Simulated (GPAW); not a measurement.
**A GW chain in GPAW: MgI2 (1T monolayer)**

How does a plane-wave GW calculation on MgI2 (1T monolayer) run from the first input to the gap?

Main program and level: GPAW 26.7.0; LDA and many-body steps on it, plane waves.

## Step 1: The starting structure

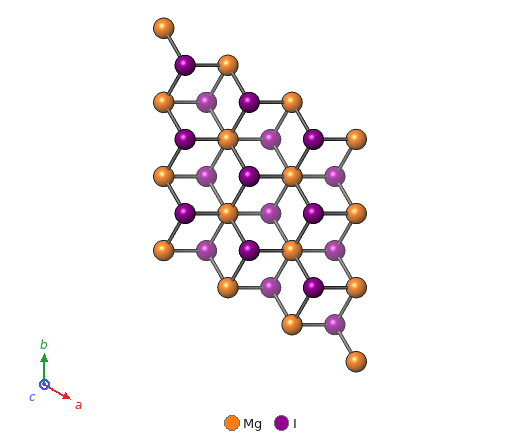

Start, viewed from above; magnesium orange, iodine purple. 3×3×1 cells are drawn. Some periodic images of atoms are drawn too.

The cell holds 3 atoms: 1 Mg and 2 I. Its edges and angles: a = 4.070 Å, b = 4.070 Å, c = 14.300 Å, α = 90.0°, β = 90.0°, γ = 120.0°. Vacuum lies along c.

The start is a generated structure, not a measured one. Spin-orbit coupling is left out unless a step names it.

## Step 2: Relaxation

This step: GPAW 26.7.0; DFT, LDA, plane waves, PAW.

Gaps follow bond lengths, so the structure is brought to rest first.

The input, run.py:

```python
import json
import numpy as np
from gpaw.mpi import world
from ase import Atoms
from ase.constraints import FixSymmetry
from ase.filters import FrechetCellFilter
from ase.optimize import BFGS
from gpaw import GPAW, PW, FermiDirac

atoms = Atoms(['Mg', 'I', 'I'],
    cell=[[4.0697129000, 0.0000000000, 0.0000000000],
      [-2.0348564500, 3.5244747575, 0.0000000000],
      [0.0000000000, 0.0000000000, 14.3000000000]],
    scaled_positions=[[0.0000000000, 0.0000000000, 0.5000000000],
      [0.3333333333, 0.6666666667, 0.6156418961],
      [0.6666666667, 0.3333333333, 0.3843581039]],
    pbc=(True, True, False))
atoms.set_constraint(FixSymmetry(atoms))
atoms.calc = GPAW(mode=PW(550),
    xc='LDA',
    kpts={'size': (9, 9, 1), 'gamma': True},
    occupations=FermiDirac(0.02),
    convergence={'density': 1e-5},
    txt='relax.txt')
steps = []
opt = BFGS(FrechetCellFilter(atoms, mask=[1, 1, 0, 0, 0, 1]), logfile='bfgs.log')
opt.attach(lambda: steps.append([atoms.get_potential_energy(), atoms.cell[:], atoms.positions.copy(), atoms.get_forces()]))
converged = opt.run(fmax=0.03, steps=50)
res = {'converged': bool(converged), 'steps': steps, 'cell': atoms.cell[:], 'frac': atoms.get_scaled_positions()}

if world.rank == 0:
    with open('result.json', 'w') as f:
        json.dump(res, f, default=lambda x: x.tolist())
```

Launch:

```sh
$ mpirun -n 8 gpaw python run.py
```

Numbers of over 12 decimals in the logs are rounded to 6 here.

The program printed:

```text
Step     Time          Energy          fmax
BFGS:    0        -9.036109        0.025003
```

Elapsed: 16 s, on 8 MPI ranks of Arm Neoverse V1, shared host; peak memory 1.4 GiB.

Little changed from the start: no atom moved by 0.005 Å and no cell edge by 0.1 %.

## Step 3: Ground state

The ground-state density comes first.

The input, run.py:

```python
import json
import numpy as np
from gpaw.mpi import world
from ase import Atoms
from gpaw import GPAW, PW, FermiDirac

atoms = Atoms(['Mg', 'I', 'I'],
    cell=[[4.0697129000, 0.0000000000, 0.0000000000],
      [-2.0348564500, 3.5244747575, 0.0000000000],
      [0.0000000000, 0.0000000000, 14.3000000000]],
    scaled_positions=[[0.0000000000, 0.0000000000, 0.5000000000],
      [0.3333333333, 0.6666666667, 0.6156418961],
      [0.6666666667, 0.3333333333, 0.3843581039]],
    pbc=(True, True, False))
calc = GPAW(mode=PW(450),
    xc='LDA',
    kpts={'size': (9, 9, 1), 'gamma': True},
    occupations=FermiDirac(0.001),
    nbands=-7,
    convergence={'density': 1e-6, 'bands': -3},
    maxiter=100,
    txt='gs.txt')
atoms.calc = calc
res = {'energy': atoms.get_potential_energy()}
kpts = calc.get_ibz_k_points()
res['kpts'] = kpts
res['eigenvalues'] = [calc.get_eigenvalues(kpt=k) for k in range(len(kpts))]
res['n_electrons'] = calc.get_number_of_electrons()
calc.write('gs.gpw')

if world.rank == 0:
    with open('result.json', 'w') as f:
        json.dump(res, f, default=lambda x: x.tolist())
```

Launch:

```sh
$ mpirun -n 8 gpaw python run.py
```

The program printed:

```text
__  _  _
 | _ |_)|_||  |
 |__||  | ||/\| - 26.7.0

Input parameters:
  mode=PW(ecut=450.000000),
  convergence={'density': 1e-06, 'bands': -3},
  kpts=MonkhorstPack(size=(9, 9, 1), gamma=True),
  maxiter=100,
  nbands=-7,
  occupations=Occupations(name='fermi-dirac', width=0.001, fixmagmom=False),
  xc=XC(name='LDA')
  [... matrices ...]
Diagonalizing LCAO Hamiltonian
Converting LCAO to pw mode

         I

       Mg

             I

Atoms  # Å, Bohr magnetons
|   | symbol |         x |        y |        z |    initial magnetic moments |
| 0 |     Mg |  0.000000 | 0.000000 | 7.150000 | ( 0.0000,  0.0000,  0.0000) |
| 1 |      I | -0.000000 | 2.349650 | 8.803679 | ( 0.0000,  0.0000,  0.0000) |
| 2 |      I |  2.034856 | 1.174825 | 5.496321 | ( 0.0000,  0.0000,  0.0000) |

Unit cell  # Å
| periodic |         x |        y |         z |   lengths |     angles |
|      yes |  4.069713 | 0.000000 |  0.000000 |  4.069713 |  90.000000 |
|      yes | -2.034856 | 3.524475 |  0.000000 |  4.069713 |  90.000000 |
|       no |  0.000000 | 0.000000 | 14.300000 | 14.300000 | 120.000000 |

Number of symmetries: 12
Symmetry operations  # r_c * U_cc + t_c -> r_c
|    | kind |            matrix            |
|  0 |  σ   |  1, 1, 0,  0,-1, 0,  0, 0, 1 |
|  1 |  S6  |  1, 1, 0, -1, 0, 0,  0, 0,-1 |
|  2 |  E   |  1, 0, 0,  0, 1, 0,  0, 0, 1 |
|  3 |  C2  |  1, 0, 0, -1,-1, 0,  0, 0,-1 |
|  4 |  C2  |  0, 1, 0,  1, 0, 0,  0, 0,-1 |
|  5 |  C3  |  0, 1, 0, -1,-1, 0,  0, 0, 1 |
|  6 |  S6  |  0,-1, 0,  1, 1, 0,  0, 0,-1 |
|  7 |  σ   |  0,-1, 0, -1, 0, 0,  0, 0, 1 |
|  8 |  σ   | -1, 0, 0,  1, 1, 0,  0, 0, 1 |
|  9 |  i   | -1, 0, 0,  0,-1, 0,  0, 0,-1 |
| 10 |  C3  | -1,-1, 0,  1, 0, 0,  0, 0, 1 |
| 11 |  C2  | -1,-1, 0,  0, 1, 0,  0, 0,-1 |

BZ-sampling:
  Number of BZ points: 81
  Number of IBZ points: 12

  Monkhorst-Pack size: [9, 9, 1]
  Monkhorst-Pack shift: [0, 0, 0]

K-points  # in reciprocal-cell coordinates
|     |                                coordinates |     weight |
|   0 | (  0.00000000,   0.00000000,   0.00000000) | 0.01234568 |
|   1 | (  0.11111111,   0.00000000,   0.00000000) | 0.07407407 |
|   2 | (  0.22222222,  -0.11111111,   0.00000000) | 0.07407407 |
|   3 | (  0.22222222,   0.00000000,   0.00000000) | 0.07407407 |
|   4 | (  0.33333333,  -0.11111111,   0.00000000) | 0.14814815 |
|   5 | (  0.33333333,   0.00000000,   0.00000000) | 0.07407407 |
|   6 | (  0.33333333,   0.33333333,   0.00000000) | 0.02469136 |
|   7 | (  0.44444444,  -0.22222222,   0.00000000) | 0.07407407 |
|   8 | (  0.44444444,  -0.11111111,   0.00000000) | 0.14814815 |
|   9 | (  0.44444444,   0.00000000,   0.00000000) | 0.07407407 |
| ... |                                            |            |
|  11 | (  0.44444444,   0.44444444,   0.00000000) | 0.07407407 |

Plane wave coefficients: 4475
Cutoff: 450.000000 eV

Spin-components: 1 (collinear spins)
Bands:           19
Projectors:      15
Spin-degeneracy: 2
Datatype:        complex128

  Storage: CPU
  Wave functions: 16_135_104 bytes (2_016_888 per core)
  Projectors: 18_682_752 bytes (2_335_344 per core)
  [... matrices ...]
Parallelization:
  kpt:    4
  domain: 2
  band:   1

Density:
  Valence electrons: 24.0
  Components: 1
  Grid points: [20 20 70]
  Charge: 0.0  # |e|

Potential:
  Grid points: [20 20 70]

species:
  Mg:
    name:    Magnesium
    Z:       12.0
    valence: 10
    core:    2
    charge:  0.0  # [|e|]
    compensation charges:
      type: gauss
      rc: 0.33  # [Å]
      lmax: 2
    cutoffs:
      filter: 1.86  # [Å]
      core: 0.54  # [Å]
    projectors
    | kind |    occ | energy [eV] | rcut [Å] |
    |   2s |  2.000 |     -79.291 |    1.090 |
    |   3s |  2.000 |      -4.782 |    1.090 |
    |   2p |  6.000 |     -46.725 |    1.085 |
    |   3p |  0.000 |      -1.374 |    1.085 |
    |    d |        |       0.000 |    1.037 |

    Using partial waves for Mg as LCAO basis

  I:
    name:    Iodine
    Z:       53.0
    valence: 7
    core:    46
    charge:  0.0  # [|e|]
    compensation charges:
      type: gauss
      rc: 0.37  # [Å]
      lmax: 2
    cutoffs:
      filter: 2.06  # [Å]
      core: 2.90  # [Å]
    projectors
    | kind |    occ | energy [eV] | rcut [Å] |
    |   5s |  2.000 |     -17.626 |    1.164 |
    |   5p |  5.000 |      -7.241 |    1.164 |
    |    s |        |       9.585 |    1.164 |
    |    p |        |      19.970 |    1.164 |
    |    d |        |       0.000 |    1.164 |

    Using partial waves for I as LCAO basis

Reference energy: -392194.200474  # eV

eigensolver:
  PPCG
  Converge bands: -3
  niter=2

density mixing:
  MSR1-Mixer
  Pratt-step length: 0.05
  Maximum mixing coefficient: 0.75
  Old densities: 10
  SVD Regularization: 0.005
  Good broyden scale: 1.0
  Trust region scale: 1.0
  Backstep threshold: 4.0
  History deletion threshold: 6.0
  Fourier metric: weight=20.0, sigma=0.015

occupation numbers:
  Fermi-Dirac:
    width: 0.0010  # eV

poisson solver:
  ecut: 3600.000000  # eV

xc functional:
  name: None

Initialization done in: 2.326 s

convergence criteria:
- Maximum integral of absolute [dens]ity change: 1e-06 electrons / valence electron
- Maximum [total energy] change in last 3 cyles: 0.0005 eV / valence electron
- Maximum integral of absolute [eigenst]ate change: 4e-08 eV^2 / valence electron
maximum number of iterations: 100

SCF iterations
|iter     |     time |      energy | eigst |  dens |
|iter:   1|  |   -9.131638 | +0.52 |       |
|iter:   2|  |   -9.115623 | +0.15 | -1.38 |
|iter:   3|  |   -9.024795 | -0.90 | -1.41 |
|iter:   4|  |   -9.018420 | -1.91 | -1.99 |
|iter:   5|  |   -9.014408c| -2.51 | -2.25 |
|iter:   6|  |   -9.014373c| -3.87 | -2.70 |
|iter:   7|  |   -9.014378c| -4.43 | -3.43 |
|iter:   8|  |   -9.014379c| -5.12 | -4.02 |
|iter:   9|  |   -9.014379c| -5.53 | -4.73 |
|iter:  10|  |   -9.014380c| -6.01 | -5.54 |
|iter:  11|  |   -9.014380c| -6.43 | -5.96 |
|iter:  12|  |   -9.014380c| -6.96 | -6.42c|
|iter:  13|  |   -9.014380c| -7.40 | -6.79c|
|iter:  14|  |   -9.014380c| -7.74c| -7.14c|

Converged in 14 steps
SCF loop duration: 9.488 s (0.678 s/step)
Energy contributions relative to reference atoms: (reference = -392194.200474)
  [... matrices ...]
Energy contributions:
  Kinetic:          14.538291
  Coulomb:         -12.849837
  Zero:             -0.096819
  External:          0.000000
  Xc:              -10.606015
  Entropy:          -0.000000
  Spinorbit:         0.000000
  ----------------------------
  Free energy:      -9.014380
  Extrapolated:     -9.014380

dipole moment: (-2.944052, -5.099248, 0.000127)  # |e|*Ang

Fermi level: 0.140
Eigenvalues  # (at kpt = [0.000, 0.000, 0.000])
| band index |      eig [eV] | occ [0-2] |
|          0 |       -76.639 |     2.000 |
|        ... |               |           |
|          4 |       -14.363 |     2.000 |
|          5 |       -13.775 |     2.000 |
|          6 |        -5.441 |     2.000 |
|          7 |        -2.993 |     2.000 |
|          8 |        -2.469 |     2.000 |
|          9 |        -2.469 |     2.000 |
|         10 |        -2.167 |     2.000 |
|         11 |        -2.167 |     2.000 |
|         12 |         1.900 |     0.000 |
|         13 |         2.666 |     0.000 |
|         14 |         3.820 |     0.000 |
|         15 |         4.217 |     0.000 |
|         16 |         4.603 |     0.000 |
|         17 |         4.603 |     0.000 |
|         18 |         5.551 |     0.000 |

Gap: 3.603 eV
Transition (v -> c):
  (s=0, k=0, n=11, [0.00, 0.00, 0.00]) -> (s=0, k=9, n=12, [0.44, 0.00, 0.00])
Direct/indirect transitions are different
Direct gap: 4.067 eV
Transition at: (s=0, k=0, n=11, [0.00, 0.00, 0.00])
vacuum-level: 4.319  # V
# Writing to gs.gpw (mode='')
  [... matrices ...]
```

Run time: 15 s. Hardware: 8 MPI ranks; peak memory 1.3 GiB.

This step gave:

| Property | Result |
| --- | --- |
| total energy | -9.014 eV |
| gap | 3.603 eV |
| k of the valence top | 0, 0, 0 |
| k of the conduction bottom | 0.4444, 0, 0 |
| least direct gap | 4.067 eV |

The gap is indirect, with the least direct gap 0.46 eV higher.

## Step 4: Empty states on the mesh, 6×6×1 mesh, 343 bands

The sums over transitions need many empty states on a uniform mesh; this step solves for them.

The input, run.py:

```python
import json
import numpy as np
from gpaw.mpi import world
from gpaw import GPAW

calc = GPAW('gs.gpw').fixed_density(kpts={'size': (6, 6, 1), 'gamma': True},
    parallel={'domain': 1, 'band': 1},
    txt='nscf.txt')
calc.diagonalize_full_hamiltonian(nbands=343)
calc.write('full.gpw', mode='all')
res = {}
kpts = calc.get_ibz_k_points()
res['kpts'] = kpts
res['eigenvalues'] = [calc.get_eigenvalues(kpt=k) for k in range(len(kpts))]
res['n_electrons'] = calc.get_number_of_electrons()

if world.rank == 0:
    with open('result.json', 'w') as f:
        json.dump(res, f, default=lambda x: x.tolist())
```

Launch:

```sh
$ mpirun -n 7 gpaw python run.py
```

The program printed:

```text
Diagonalizing LCAO Hamiltonian
Converting LCAO to pw mode
convergence criteria:
- Maximum integral of absolute [eigenst]ate change: 4e-08 eV^2 / valence electron
maximum number of iterations: 100

SCF iterations
|iter     |     time |      energy | eigst |  dens |
|iter:   1|  |             | +0.55 |       |
|iter:   2|  |             | +0.08 |       |
|iter:   3|  |             | -0.77 |       |
[...]
|iter:  13|  |             | -7.16 |       |
|iter:  14|  |             | -7.35 |       |
|iter:  15|  |             | -7.52c|       |
SCF steps: 15
  __  _  _
 | _ |_)|_||  |
 |__||  | ||/\| - 26.7.0

Input parameters:
  mode=PW(ecut=450.000000),
  convergence={'density': 1e-06, 'bands': -3},
  gpts=array([20, 20, 70]),
  kpts=MonkhorstPack(size=(6, 6, 1), gamma=True),
  maxiter=100,
  nbands=19,
  occupations=Occupations(name='fermi-dirac', width=0.001, fixmagmom=False),
  parallel={'domain': 1, 'band': 1},
  xc=XC(name='LDA')
Matrix size: 4423x4423
# Writing to full.gpw (mode='all')
  [... matrices ...]

timing:  # [seconds]
  Total: 159.744  # ━━━━━━━━━━━━━━━━━━━━━━━━━━━━━━━━━━━━━━━━━━━━━━━━━━━━━━━━━
```

It took 2.8 min on 7 MPI ranks; peak memory 9.7 GiB.

This step gave:

```yaml
gap: 3.545 eV
k_of_the_valence_top: 0, 0, 0
k_of_the_conduction_bottom: 0.5, 0.5, 0
least_direct_gap: 4.067 eV
k_points_computed: 7
lowest_point_of_the_top_converged_band_above_the_valence_top: 78.8890 eV
```

On this mesh the gap is 3.545 eV.

## Step 5: Screening and self-energy, 6×6×1 mesh, 154 bands, screening to 48 eV

Now the one-shot GW correction: screening in the RPA, then the self-energy of the levels asked for.

This step: G0W0 on LDA, plane waves, PAW.

The input, run.py:

```python
import json
import numpy as np
from gpaw.mpi import world
from gpaw.response.g0w0 import G0W0

gw = G0W0('full.gpw',
    filename='gw',
    kpts=[0, 6],
    bands=(10, 14),
    ecut=48,
    nbands=154,
    truncation='2D',
    integrate_gamma='sphere',
    q0_correction=True,
    frequencies={'type': 'nonlinear', 'domega0': 0.15, 'omega2': 15.0},
    eta=0.1,
    nblocksmax=True)
gw.calculate()
res = {mode: {k: v for k, v in r.items() if k != 'sigma_eskwn'}
       for mode, r in gw.all_results.items()}

if world.rank == 0:
    with open('result.json', 'w') as f:
        json.dump(res, f, default=lambda x: x.tolist())
```

Launch:

```sh
$ mpirun -n 8 gpaw python run.py
```

The program printed:

```text
Using integrator: PointIntegrator
NonLinearFrequencyDescriptor(from 0.000 to 121.535 eV, 187 points)
Nonperiodic BCs:  [False False  True]
Using integrator: PointIntegrator
NonLinearFrequencyDescriptor(from 0.000 to 121.535 eV, 187 points)
Nonperiodic BCs:  [False False  True]
Applying analytical 2D correction to W:
    Evaluating Gamma point contribution to W on a 23x23x1 grid
  ___  _ _ _
 |   || | | |
 | | || | | |
 |__ ||_____|
 |___|

BZ k-points: Symmetries present (total): 12

  [... matrices ...]
36 k-points: 6 x 6 x 1 Monkhorst-Pack grid + [1/12,1/12,0.000000]
7 k-points in the irreducible part of the Brillouin zone
       k-points in crystal coordinates                weights
   0:     0.00000000    0.00000000    0.00000000          1/36
   1:     0.16666667    0.00000000    0.00000000          6/36
   2:     0.33333333   -0.16666667    0.00000000          6/36
   3:     0.33333333    0.00000000    0.00000000          6/36
   4:     0.33333333    0.33333333    0.00000000          2/36
   5:     0.50000000    0.33333333    0.00000000         12/36
   6:     0.50000000    0.50000000    0.00000000          3/36

Distributing spins, k-points and bands (1 x 2 x 4) over 1 process
Number of blocks: 8

Quasi particle states:
k-points (IBZ indices): [0, 6]
Band range: (10, 14)
  [... matrices ...]
Computational parameters:
Plane wave cut-off: 48 eV
Number of bands: 154
Coulomb cutoff: 2D
Broadening: 0.1 eV

fxc modes: GW
Kernel: RPA
Using full-frequency real axis integration
Summing all q:

Calculating screened Coulomb potential
2D Coulomb truncation
NonLinearFrequencyDescriptor(from 0.000 to 121.535 eV, 187 points)
Removing empty qpoint cache files...

Calculating chi0 body with:
    Ground state adapter containing:
    Number of spins: 1
    Number of kpoints: 36
    Number of irreducible kpoints: 7
    Number of completely occupied states: 12
    Number of partially occupied states: 12
    Occupied states memory: 5.126953125 M / cpu

    Linear response parametrization:
    q_c: [1.3877787807814457e-17, 1.3877787807814457e-17, 0.0]
    Number of frequency points: 187
    Planewave cutoff: 48.0
    Number of bands: 154
    Number of planewaves: 137
    Broadening (eta): 0.1
    comm.size: 8
    kncomm.size: 1
    blockcomm.size: 8

    Memory estimate of potentially large arrays:
        chi0_wGG: 6.694418 M / cpu
Integrating chi0 body.

Symmetries of q_c:
    Direct symmetries (Uq -> q): 12
    Indirect symmetries (TUq -> q): 0
In total 12 allowed symmetries.

  [... matrices ...]
7 groups of equivalent kpoints. 80.555556% reduction.

Integral kind: spectral function
Integrating chi0 head and wings.

Symmetries of q_c:
    Direct symmetries (Uq -> q): 12
    Indirect symmetries (TUq -> q): 0
In total 12 allowed symmetries.

  [... matrices ...]
7 groups of equivalent kpoints. 80.555556% reduction.

Integral kind: spectral function wings

Calculating chi0 body with:
    Ground state adapter containing:
    Number of spins: 1
    Number of kpoints: 36
    Number of irreducible kpoints: 7
    Number of completely occupied states: 12
    Number of partially occupied states: 12
[... the further q-points ...]

Results:
f:      Occupation numbers
eps:     KS-eigenvalues [eV]
vxc:     KS vxc [eV]
exx:     Exact exchange [eV]
sigma:   Self-energies [eV]
dsigma:  Self-energy derivatives
Z:       Renormalization factors
qp:      QP-energies [eV]

k-point 0 (0): (0.000, 0.000, 0.000)                GW
band       f     eps     vxc     exx   sigma  dsigma       Z      qp
                                                                   GW
  10   1.000  -2.167 -15.486 -17.881   1.493  -0.251   0.800  -2.888
  11   1.000  -2.167 -15.486 -17.881   1.493  -0.251   0.800  -2.888
  12   0.000   1.900 -10.723  -6.459  -2.580  -0.204   0.831   3.299
  13   0.000   2.666 -10.398  -5.880  -2.889  -0.211   0.825   4.010

k-point 1 (6): (0.500, 0.500, 0.000)                GW
band       f     eps     vxc     exx   sigma  dsigma       Z      qp
                                                                   GW
  10   1.000  -3.004 -14.227 -17.044   1.624  -0.267   0.789  -3.946
  11   1.000  -2.690 -14.874 -17.487   1.585  -0.252   0.798  -3.511
  12   0.000   1.379 -10.614  -6.311  -2.638  -0.217   0.821   2.747
  13   0.000   3.175  -9.911  -5.522  -2.802  -0.212   0.825   4.484
```

The job ended after 85 s (8 MPI ranks; peak memory 2.7 GiB; 9.7 min of CPU time).

Numbers from this step:

| Quantity | Value |
| --- | --- |
| G0W0 gap on the points computed | 5.634 eV |
| least direct G0W0 gap on the computed points | 6.187 eV |
| Z at the valence top | 0.7996 |
| Z at the conduction bottom | 0.8215 |
| starting gap on the mesh | 3.545 eV |
| k of the valence top | 0, 0, 0 |
| k of the conduction bottom | 0.5, 0.5, 0 |

The gap on the mesh goes from 3.55 eV to 5.63 eV, a correction of +2.09 eV. The start differs from the 3.60 eV found before because the two sample other k points.

Limits: finite bands, cutoff and mesh; no spin-orbit coupling. v1 is the top filled band, c1 the lowest empty one. The levels before and after the correction (eV, zero at the valence-band top of each column):

```csv
,conduction bottom,valence top
Kohn-Sham,3.55,0.00
G0W0,5.63,0.00
```

```csv
,level,energy (eV)
Kohn-Sham,Γ v2-v1,0.000
Kohn-Sham,Γ c1,4.067
Kohn-Sham,Γ c2,4.832
Kohn-Sham,(0.5 0.5 0) v2,-0.838
Kohn-Sham,(0.5 0.5 0) v1,-0.523
Kohn-Sham,(0.5 0.5 0) c1,3.545
Kohn-Sham,(0.5 0.5 0) c2,5.341
G0W0,Γ v2-v1,0.000
G0W0,Γ c1,6.187
G0W0,Γ c2,6.898
G0W0,(0.5 0.5 0) v2,-1.058
G0W0,(0.5 0.5 0) v1,-0.623
G0W0,(0.5 0.5 0) c1,5.634
G0W0,(0.5 0.5 0) c2,7.372
```

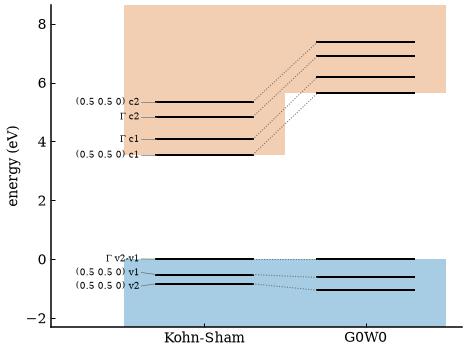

Levels before and after the correction. Shaded: valence and conduction bands.

## Step 6: Where the time went

Times are wall times on the hardware named with each run, good to a factor of about two.

```csv
step,time,share,memory (GiB)
relaxation,16 s,6 %,1.4
ground state,15 s,5 %,1.3
empty states on the mesh,2.8 min,59 %,9.7
screening and self-energy,85 s,30 %,2.7
```

## Step 7: Outcome

| Quantity | Value |
| --- | --- |
| LDA gap | 3.60 eV, indirect |
| G0W0 gap on the mesh | 5.63 eV |
| GW settings | 6×6×1 mesh, 154 bands, screening to 48 eV, full frequency, Hilbert transform |
| known limits | not at the basis limit; no spin-orbit coupling |

**Reading.** G0W0 moves the gap on the mesh from 3.55 eV to 5.63 eV (+2.09 eV), with Z of 0.80 and 0.82 at the edges. Only 2 of the mesh's irreducible points were corrected, so a valley elsewhere could overtake. The dearest step here is «empty states on the mesh». Bands and cutoff are finite, so the gap is not at the basis limit. The miss can reach some tenths of an eV and take either sign; the mesh is an error of its own. These stock PAW sets were not made for GW; the filled d or f shell of I lies in the frozen core, which bears on start and correction. In the G0W0 run levels were corrected at 2 k points alone, so a gap called «on the mesh» is the least over those, and an edge elsewhere would be missed. The many-body steps are scalar-relativistic: spin-orbit coupling is not in them.

[Paths, hosts, dates, memory and timing lines, banners, echoed tables and standing remarks are left out of the program output.]

[Logs are printed without paths, hosts, clocks, repeated set-up lines and the standing remarks that a program may print on its own settings, such as how far it seeks lower states.]

[Runs of the session that timed out or met a known fault of the program may be left out.]

[Hosts, paths, dates, database ids (printed as entryN), source tags and the programs' standing remarks are cut or masked in the printed files.]
